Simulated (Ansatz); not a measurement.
**AlN: geometry relaxation (part 1 of 2)**

- system: AlN (P3m1, 10 atoms in the cell)
- method: DFT PBE, scalar-relativistic, plane waves, PAW, no spin polarisation (Ansatz 0.2.0)

The structure was built on a prototype by a generator; it need not be a known phase. It belongs to a series of runs on one base structure; here: stacking ABCBC.

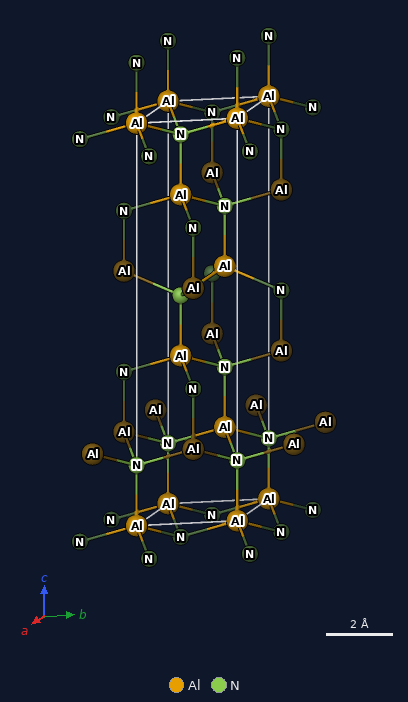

The starting structure (ball-and-stick view of the cell of the calculation, seen slightly off an axis; neighbours outside the cell are drawn fainter). Near neighbours in the crystal (not all of them lie inside the picture): Al has 4 N at 1.88 to 1.91 Å; N has 4 Al at 1.88 to 1.91 Å.

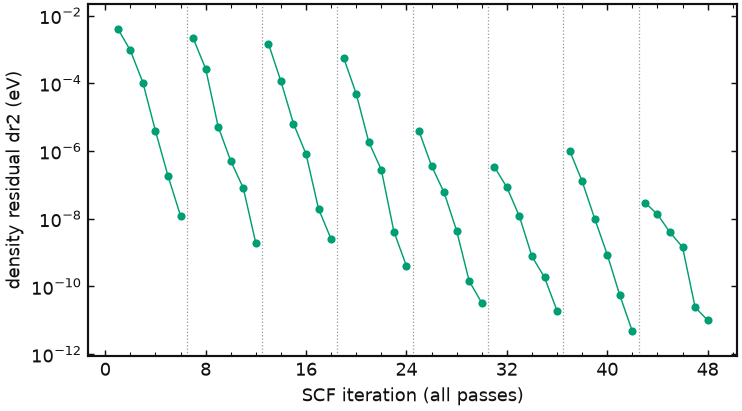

Convergence of the self-consistent field: density residual dr2 against the SCF iteration. The dotted lines part the SCF passes of the relaxation: geometry steps, rejected trials and re-solves on a re-selected basis. The 8 passes take 6 iterations each, 48 in all.

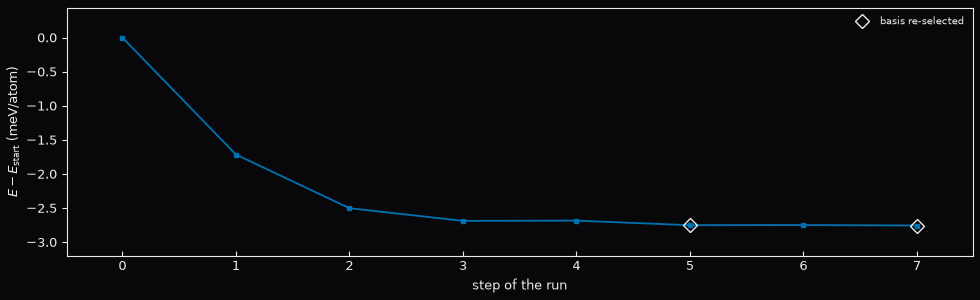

Progress of the relaxation, step by step (the first geometry is step 0 here and step 1 in the log).

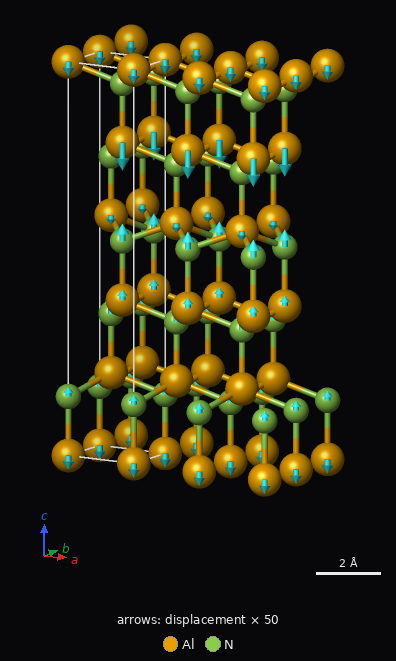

The starting structure with the displacements (without the part carried along by the change of the cell) as teal arrows, magnified 50 times (ball-and-stick view of the cell of the calculation, repeated 3 × 2 × 1, seen slightly off an axis). The energy falls by 2.7 meV per atom in 5 geometry steps. The largest force component goes from 0.45 to 0.0002 eV/Å. Pressure: 0.42 GPa at the start and 0.00 GPa at the end. The basis was re-selected once at an unchanged geometry, which shifts the energy a little without any move. The atom that moves furthest relative to the cell is Al9 (0.018 Å). Largest moves by element: Al 0.018 Å, N 0.014 Å. The drawn cell changes as follows: a = b 3.130 → 3.119 Å (−0.4 %), c 12.545 → 12.656 Å (+0.9 %); the volume changes by +0.2 %. Among the contacts that change: Al1–N2 1.882 → 1.914 Å, Al5–N6 1.882 → 1.903 Å, N6–Al7 1.913 → 1.903 Å, Al1–N10 1.913 → 1.907 Å. The space group stays P3m1 (No. 156). The energy change given includes the shifts at the re-selections in mid-walk, which come without any move. A last SCF at the same geometry on a re-selected plane-wave basis shifts the energy by next to nothing (0.0 meV per atom). (Atoms are counted from 1 in the order of the input.)

The input that produced these results follows, with the program's output.

Input file
```yaml
crystal:
  lattice:
    - [3.1301886377, 0.0, 0.0]
    - [-1.5650943189, 2.7108228789, 0.0]
    - [0.0, 0.0, 12.5454034274]
  atoms:
    - { symbol: Al, position: [0.0, 0.0, 0.0] }
    - { symbol: "N", position: [0.0, 0.0, 0.15] }
    - { symbol: Al, position: [0.3333333333, 0.6666666667, 0.2] }
    - { symbol: "N", position: [0.3333333333, 0.6666666667, 0.35] }
    - { symbol: Al, position: [0.6666666667, 0.3333333333, 0.4] }
    - { symbol: "N", position: [0.6666666667, 0.3333333333, 0.55] }
    - { symbol: Al, position: [0.3333333333, 0.6666666667, 0.6] }
    - { symbol: "N", position: [0.3333333333, 0.6666666667, 0.75] }
    - { symbol: Al, position: [0.6666666667, 0.3333333333, 0.8] }
    - { symbol: "N", position: [0.6666666667, 0.3333333333, 0.95] }
basis:
  ecutwfc: 420
kpoints:
  mp_grid: { grid: [9, 9, 3] }
hamiltonian:
  xc: pbe
scf:
  occupations: { method: gaussian, width: 0.02 }
output:
  forces: true
  stress: true
  eigenvalues: true
  populations: true
relax:
  adjacent_minimum: "off"
  f_tol: 0.01
  max_steps: 45
  cell: { stress_tol: 0.05 }
```

Launch command:
```bash
ansatz run input.yaml --threads 1 --pin off --max-ram 2560MiB --backend cpu --events-out ev --progress --plain --runs-dir out
```

What the program printed
```
Engine: ansatz 0.2.0, x86_64-unknown-linux-gnu
Pseudopotentials: kind: paw
Pseudopotential: Al, paw, valence charge 3, recommended cutoff 420 eV (normal), Al.paw.azcp
Pseudopotential: N, paw, valence charge 5, recommended cutoff 420 eV (normal), N.paw.azcp
Functional definition: PBE
  parameter kappa = 0.804
  parameter beta = 0.06672455060314922
  exchange = pbe_x(kappa = kappa, mu = beta*pi^2/3)
  correlation = pbe_c(beta = beta)
Crystal: 10 atoms, lattice volume = 106.453 Å³
Basis set: ecut = 420 eV, 2057 PW (Γ), exchange–correlation on 48×48×180 points (8 copies of the dense FFT grid, shifted against one another)
Bands: 30, of which v1, the nominal top of the filled ones, is band 20 counted from 1 (19 counted from 0)
Symmetry: 6 space group operations
Space group: P3m1 (ITA 156), of the structure as read, at distance tolerance 4.7e-5 Å
k-points: 31 of 243 (time reversal used)
Non-local potential: Al, projectors of the file, l = 0: 2, l = 1: 2, l = 2: 1
Non-local potential: N, projectors of the file, l = 0: 2, l = 1: 2, l = 2: 1
PAW form: soft (Blöchl's): semilocal exchange-correlation on the pseudo side does not see the compensation charge
PAW one-centre angular grid: Al, 110 points (default); XC on 64 Gauss nodes
PAW one-centre angular grid: N, 110 points (default); XC on 64 Gauss nodes
Initial density: superposition of atomic densities (neutral atoms: chi_scale 0, normalization atom), corrected by the library's trained network
Initial wavefunctions: pseudopotential atomic-orbital guess
Functional: x = pbe(κ = 0.804, μ = 0.2195149727645171), c = pbe(β = 0.06672455060314922)
SCF iter   1: F=—  HF=-4621.108310 eV  |F-HF|=—  |Δ(HF+E_count)|=         —  Δρ=9.26e-4  dr2=4.11e-3  ethr=1.77e-3  ⟨swp⟩=7.8  Hψ=5102  notcnv=0  defer=10
preconditioner: auto → none  [insulator: Δε(μ)=3.813 eV  Ē_g=13.011 eV  σ=0.020 eV  W_gap=1.00  n_scr=8 (ndim 8)  ℏωp=22.8 eV  f_vac=0.000  D(μ)=0.00/eV (n_scr^D=0)  ε∞_Penn≈4.1]
SCF iter   2: F=—  HF=-4621.107757 eV  |F-HF|=—  |Δ(HF+E_count)|=   5.53e-4  Δρ=5.63e-4  dr2=9.39e-4  ethr=1.03e-5  ⟨swp⟩=2.2  Hψ=1775  notcnv=0  defer=139
SCF iter   3: F=—  HF=-4621.107730 eV  |F-HF|=—  |Δ(HF+E_count)|=   2.74e-5  Δρ=2.05e-4  dr2=1.05e-4  ethr=2.35e-6  ⟨swp⟩=2.7  Hψ=1311  notcnv=0  defer=139
SCF iter   4: F=—  HF=-4621.107709 eV  |F-HF|=—  |Δ(HF+E_count)|=   2.08e-5  Δρ=7.63e-5  dr2=3.92e-6  ethr=2.63e-7  ⟨swp⟩=2.0  Hψ=1222  notcnv=0  defer=139
SCF iter   5: F=—  HF=-4621.107051 eV  |F-HF|=—  |Δ(HF+E_count)|=   6.58e-4  Δρ=1.35e-5  dr2=1.84e-7  ethr=9.79e-9  ⟨swp⟩=2.0  Hψ=1382  notcnv=0  defer=139
SCF iter   6: F=-4621.107051 eV  HF=-4621.107051 eV  |F-HF|=4.87e-9  |Δ(HF+E_count)|=   1.57e-8  Δρ=3.32e-6  dr2=1.21e-8  ethr=2.50e-10  ⟨swp⟩=11.4  Hψ=4299  notcnv=0
SCF 1 converged in 6 iterations: F = -4621.107051 eV  dr2 = 1.21e-8
  greatest PAW one-centre occupation: 0.787 electrons in one spin orbital (limit 2), on the N atom at site 3 (counted from 0), in its partial waves of l = 0
relax step   1: F+E_penalty+E_count = -4621.10705063 eV  Δ(F+E_penalty+E_count) = +0.000e0 eV  max|allowed force component| = 4.524e-1 eV/Å  Δτ_max = 0.0000 Å  P = +0.419 GPa  Ω = 106.453 Å³  (6 SCF iters, dr2 threshold 1.00e-7 eV, accepted)
Crystal: 10 atoms, lattice volume = 106.545 Å³
Basis set: ecut = 420 eV, 2059 PW (Γ), exchange–correlation on 48×48×180 points (8 copies of the dense FFT grid, shifted against one another)
Initial density: handed on by an earlier stage of this run
Initial wavefunctions: those handed on with the density
iter 1 solved again at ethr=5.27e-6 eV; its pass at ethr=3.10e-3 eV (dr2=2.11e-3 eV) is discarded
SCF iter   1: F=—  HF=-4621.125607 eV  |F-HF|=—  |Δ(HF+E_count)|=         —  Δρ=1.61e-3  dr2=2.17e-3  ethr=5.27e-6  ⟨swp⟩=3.3  Hψ=5157  notcnv=0
preconditioner: auto → none  [insulator: Δε(μ)=3.830 eV  Ē_g=13.004 eV  σ=0.020 eV  W_gap=1.00  n_scr=8 (ndim 8)  ℏωp=22.8 eV  f_vac=0.000  D(μ)=0.00/eV (n_scr^D=0)  ε∞_Penn≈4.1]
SCF iter   2: F=—  HF=-4621.124909 eV  |F-HF|=—  |Δ(HF+E_count)|=   6.98e-4  Δρ=6.26e-4  dr2=2.71e-4  ethr=5.27e-6  ⟨swp⟩=2.0  Hψ=1497  notcnv=0
SCF iter   3: F=—  HF=-4621.124199 eV  |F-HF|=—  |Δ(HF+E_count)|=   7.10e-4  Δρ=9.67e-5  dr2=5.21e-6  ethr=6.77e-7  ⟨swp⟩=2.0  Hψ=1550  notcnv=0
iter 4 did not close the SCF: its close was put off for the readings that it lacked (scf_convergence_deferred on its scf_iter line)
SCF iter   4: F=-4621.124200 eV  HF=-4621.124200 eV  |F-HF|=2.17e-7  |Δ(HF+E_count)|=   1.34e-6  Δρ=2.16e-5  dr2=5.08e-7  ethr=1.30e-8  ⟨swp⟩=2.4  Hψ=1516  notcnv=0
iter 5 did not close the SCF: its close was put off for the readings that it lacked (scf_convergence_deferred on its scf_iter line)
SCF iter   5: F=-4621.124200 eV  HF=-4621.124200 eV  |F-HF|=4.85e-8  |Δ(HF+E_count)|=   2.17e-8  Δρ=8.07e-6  dr2=8.02e-8  ethr=1.27e-9  ⟨swp⟩=2.0  Hψ=1397  notcnv=0
SCF iter   6: F=-4621.124200 eV  HF=-4621.124200 eV  |F-HF|=4.63e-10  |Δ(HF+E_count)|=   1.12e-8  Δρ=1.52e-6  dr2=1.87e-9  ethr=2.01e-10  ⟨swp⟩=3.9  Hψ=3302  notcnv=0
SCF 2 converged in 6 iterations: F = -4621.124200 eV  dr2 = 1.87e-9
relax step   2: F+E_penalty+E_count = -4621.12420028 eV  Δ(F+E_penalty+E_count) = -1.715e-2 eV  max|allowed force component| = 2.634e-1 eV/Å  Δτ_max = 0.0108 Å  P = +0.204 GPa  Ω = 106.545 Å³  energy of the carried Pulay correction = -2.821e-4 eV  (6 SCF iters, dr2 threshold 1.00e-6 eV, accepted)
Crystal: 10 atoms, lattice volume = 106.640 Å³
iter 1 solved again at ethr=3.17e-6 eV; its pass at ethr=3.10e-3 eV (dr2=1.27e-3 eV) is discarded
SCF iter   1: F=—  HF=-4621.133308 eV  |F-HF|=—  |Δ(HF+E_count)|=         —  Δρ=1.19e-3  dr2=1.49e-3  ethr=3.17e-6  ⟨swp⟩=3.1  Hψ=4477  notcnv=0
preconditioner: auto → none  [insulator: Δε(μ)=3.826 eV  Ē_g=12.998 eV  σ=0.020 eV  W_gap=1.00  n_scr=8 (ndim 8)  ℏωp=22.7 eV  f_vac=0.000  D(μ)=0.00/eV (n_scr^D=0)  ε∞_Penn≈4.1]
SCF iter   2: F=—  HF=-4621.132736 eV  |F-HF|=—  |Δ(HF+E_count)|=   5.72e-4  Δρ=3.77e-4  dr2=1.14e-4  ethr=3.17e-6  ⟨swp⟩=2.3  Hψ=1414  notcnv=0
SCF iter   3: F=—  HF=-4621.132074 eV  |F-HF|=—  |Δ(HF+E_count)|=   6.62e-4  Δρ=8.91e-5  dr2=6.41e-6  ethr=2.84e-7  ⟨swp⟩=2.5  Hψ=1502  notcnv=0
iter 4 did not close the SCF: its close was put off for the readings that it lacked (scf_convergence_deferred on its scf_iter line)
SCF iter   4: F=-4621.132073 eV  HF=-4621.132073 eV  |F-HF|=4.48e-7  |Δ(HF+E_count)|=   8.38e-7  Δρ=2.77e-5  dr2=8.11e-7  ethr=1.60e-8  ⟨swp⟩=2.0  Hψ=1374  notcnv=0
iter 5 did not close the SCF: its close was put off for the readings that it lacked (scf_convergence_deferred on its scf_iter line)
SCF iter   5: F=-4621.132073 eV  HF=-4621.132073 eV  |F-HF|=4.26e-9  |Δ(HF+E_count)|=   1.13e-7  Δρ=4.51e-6  dr2=1.93e-8  ethr=2.03e-9  ⟨swp⟩=2.0  Hψ=1371  notcnv=0
SCF iter   6: F=-4621.132073 eV  HF=-4621.132073 eV  |F-HF|=1.42e-9  |Δ(HF+E_count)|=   1.40e-9  Δρ=1.32e-6  dr2=2.48e-9  ethr=4.83e-11  ⟨swp⟩=3.0  Hψ=3058  notcnv=0
SCF 3 converged in 6 iterations: F = -4621.132073 eV  dr2 = 2.48e-9
  greatest PAW one-centre occupation: 0.787 electrons in one spin orbital (limit 2), on the N atom at site 5 (counted from 0), in its partial waves of l = 0
relax step   3: F+E_penalty+E_count = -4621.13207319 eV  Δ(F+E_penalty+E_count) = -7.873e-3 eV  max|allowed force component| = 9.642e-2 eV/Å  Δτ_max = 0.0065 Å  P = -0.008 GPa  Ω = 106.640 Å³  energy of the carried Pulay correction = -5.713e-4 eV  (6 SCF iters, dr2 threshold 1.00e-6 eV, accepted)
Crystal: 10 atoms, lattice volume = 106.613 Å³
iter 1 solved again at ethr=1.32e-6 eV; its pass at ethr=3.10e-3 eV (dr2=5.29e-4 eV) is discarded
SCF iter   1: F=—  HF=-4621.134741 eV  |F-HF|=—  |Δ(HF+E_count)|=         —  Δρ=6.90e-4  dr2=5.64e-4  ethr=1.32e-6  ⟨swp⟩=3.2  Hψ=4234  notcnv=0
preconditioner: auto → none  [insulator: Δε(μ)=3.806 eV  Ē_g=13.003 eV  σ=0.020 eV  W_gap=1.00  n_scr=8 (ndim 8)  ℏωp=22.7 eV  f_vac=0.000  D(μ)=0.00/eV (n_scr^D=0)  ε∞_Penn≈4.1]
SCF iter   2: F=—  HF=-4621.133938 eV  |F-HF|=—  |Δ(HF+E_count)|=   8.03e-4  Δρ=2.25e-4  dr2=4.86e-5  ethr=1.32e-6  ⟨swp⟩=2.8  Hψ=1514  notcnv=0
SCF iter   3: F=—  HF=-4621.133931 eV  |F-HF|=—  |Δ(HF+E_count)|=   7.23e-6  Δρ=5.70e-5  dr2=1.83e-6  ethr=1.22e-7  ⟨swp⟩=2.6  Hψ=1500  notcnv=0
iter 4 did not close the SCF: its close was put off for the readings that it lacked (scf_convergence_deferred on its scf_iter line)
SCF iter   4: F=-4621.133931 eV  HF=-4621.133931 eV  |F-HF|=2.23e-7  |Δ(HF+E_count)|=   4.84e-7  Δρ=1.34e-5  dr2=2.77e-7  ethr=4.57e-9  ⟨swp⟩=2.7  Hψ=1586  notcnv=0
iter 5 did not close the SCF: its close was put off for the readings that it lacked (scf_convergence_deferred on its scf_iter line)
SCF iter   5: F=-4621.133931 eV  HF=-4621.133931 eV  |F-HF|=1.27e-11  |Δ(HF+E_count)|=   7.75e-8  Δρ=2.73e-6  dr2=4.16e-9  ethr=6.94e-10  ⟨swp⟩=2.0  Hψ=1384  notcnv=0
SCF iter   6: F=-4621.133931 eV  HF=-4621.133931 eV  |F-HF|=1.82e-10  |Δ(HF+E_count)|=   1.12e-9  Δρ=6.78e-7  dr2=3.98e-10  ethr=1.04e-11  ⟨swp⟩=1.9  Hψ=2814  notcnv=0
the search or the solves at the SCF's close seem to have found levels that the self-consistency loop had missed (the run counts 1). By its estimate they hold under 1e-12 electrons; where the run keeps them, the occupations were computed again with them
SCF 4 converged in 6 iterations: F = -4621.133931 eV  dr2 = 3.98e-10
relax step   4: F+E_penalty+E_count = -4621.13393098 eV  Δ(F+E_penalty+E_count) = -1.858e-3 eV  max|allowed force component| = 6.710e-3 eV/Å  Δτ_max = 0.0049 Å  P = +0.027 GPa  Ω = 106.613 Å³  energy of the carried Pulay correction = -4.890e-4 eV  (6 SCF iters, dr2 threshold 5.81e-7 eV, accepted)
Crystal: 10 atoms, lattice volume = 106.628 Å³
iter 1 solved again at ethr=8.66e-9 eV; its pass at ethr=3.10e-3 eV (dr2=3.46e-6 eV) is discarded
SCF iter   1: F=—  HF=-4621.134499 eV  |F-HF|=—  |Δ(HF+E_count)|=         —  Δρ=4.45e-5  dr2=3.86e-6  ethr=8.66e-9  ⟨swp⟩=2.7  Hψ=3799  notcnv=0
preconditioner: auto → none  [insulator: Δε(μ)=3.806 eV  Ē_g=13.001 eV  σ=0.020 eV  W_gap=1.00  n_scr=8 (ndim 8)  ℏωp=22.7 eV  f_vac=0.000  D(μ)=0.00/eV (n_scr^D=0)  ε∞_Penn≈4.1]
SCF iter   2: F=—  HF=-4621.133893 eV  |F-HF|=—  |Δ(HF+E_count)|=   6.07e-4  Δρ=1.74e-5  dr2=3.62e-7  ethr=8.66e-9  ⟨swp⟩=2.0  Hψ=1550  notcnv=0
SCF iter   3: F=—  HF=-4621.133893 eV  |F-HF|=—  |Δ(HF+E_count)|=   7.19e-8  Δρ=5.54e-6  dr2=5.94e-8  ethr=9.05e-10  ⟨swp⟩=2.6  Hψ=1445  notcnv=0
iter 4 did not close the SCF: its close was put off for the readings that it lacked (scf_convergence_deferred on its scf_iter line)
SCF iter   4: F=-4621.133893 eV  HF=-4621.133893 eV  |F-HF|=2.54e-9  |Δ(HF+E_count)|=   1.17e-8  Δρ=1.76e-6  dr2=4.36e-9  ethr=1.48e-10  ⟨swp⟩=2.7  Hψ=1409  notcnv=0
iter 5 did not close the SCF: its close was put off for the readings that it lacked (scf_convergence_deferred on its scf_iter line)
SCF iter   5: F=-4621.133893 eV  HF=-4621.133893 eV  |F-HF|=4.91e-11  |Δ(HF+E_count)|=  5.83e-10  Δρ=4.19e-7  dr2=1.43e-10  ethr=1.09e-11  ⟨swp⟩=2.7  Hψ=1402  notcnv=0
SCF iter   6: F=-4621.133893 eV  HF=-4621.133893 eV  |F-HF|=2.73e-11  |Δ(HF+E_count)|=  6.37e-12  Δρ=1.11e-7  dr2=3.27e-11  ethr=1.00e-12  ⟨swp⟩=1.5  Hψ=2626  notcnv=0
SCF 5 converged in 6 iterations: F = -4621.133893 eV  dr2 = 3.27e-11
relax step   5: F+E_penalty+E_count = -4621.13389260 eV  Δ(F+E_penalty+E_count) = +3.838e-5 eV  max|allowed force component| = 8.374e-5 eV/Å  Δτ_max = 0.0003 Å  P = +0.000 GPa  Ω = 106.628 Å³  energy of the carried Pulay correction = -5.347e-4 eV  (6 SCF iters, dr2 threshold 1.62e-8 eV, accepted)
Initial wavefunctions: pseudopotential atomic-orbital guess (no wavefunctions were taken with the density)
iter 1 solved again at ethr=3.22e-8 eV; its pass at ethr=3.10e-3 eV (dr2=1.29e-5 eV) is discarded
SCF iter   1: F=—  HF=-4621.135172 eV  |F-HF|=—  |Δ(HF+E_count)|=         —  Δρ=5.62e-5  dr2=3.42e-7  ethr=3.22e-8  ⟨swp⟩=3.4  Hψ=7892  notcnv=0
preconditioner: auto → none  [insulator: Δε(μ)=3.807 eV  Ē_g=13.002 eV  σ=0.020 eV  W_gap=1.00  n_scr=8 (ndim 8)  ℏωp=22.7 eV  f_vac=0.000  D(μ)=0.00/eV (n_scr^D=0)  ε∞_Penn≈4.1]
SCF iter   2: F=—  HF=-4621.134568 eV  |F-HF|=—  |Δ(HF+E_count)|=   6.03e-4  Δρ=2.75e-5  dr2=8.47e-8  ethr=8.55e-10  ⟨swp⟩=2.0  Hψ=1550  notcnv=0
SCF iter   3: F=—  HF=-4621.134569 eV  |F-HF|=—  |Δ(HF+E_count)|=   5.60e-7  Δρ=6.25e-6  dr2=1.17e-8  ethr=2.12e-10  ⟨swp⟩=2.0  Hψ=1548  notcnv=0
SCF iter   4: F=—  HF=-4621.134569 eV  |F-HF|=—  |Δ(HF+E_count)|=   2.53e-8  Δρ=1.23e-6  dr2=7.70e-10  ethr=2.93e-11  ⟨swp⟩=2.0  Hψ=1418  notcnv=0
SCF iter   5: F=—  HF=-4621.134569 eV  |F-HF|=—  |Δ(HF+E_count)|=  3.49e-10  Δρ=6.03e-7  dr2=1.84e-10  ethr=1.93e-12  ⟨swp⟩=2.7  Hψ=1625  notcnv=0
SCF iter   6: F=-4621.134569 eV  HF=-4621.134569 eV  |F-HF|=1.18e-11  |Δ(HF+E_count)|=  8.82e-11  Δρ=2.08e-7  dr2=1.90e-11  ethr=1.00e-12  ⟨swp⟩=4.9  Hψ=2733  notcnv=0
SCF 6 converged in 6 iterations: F = -4621.134569 eV  dr2 = 1.90e-11
```
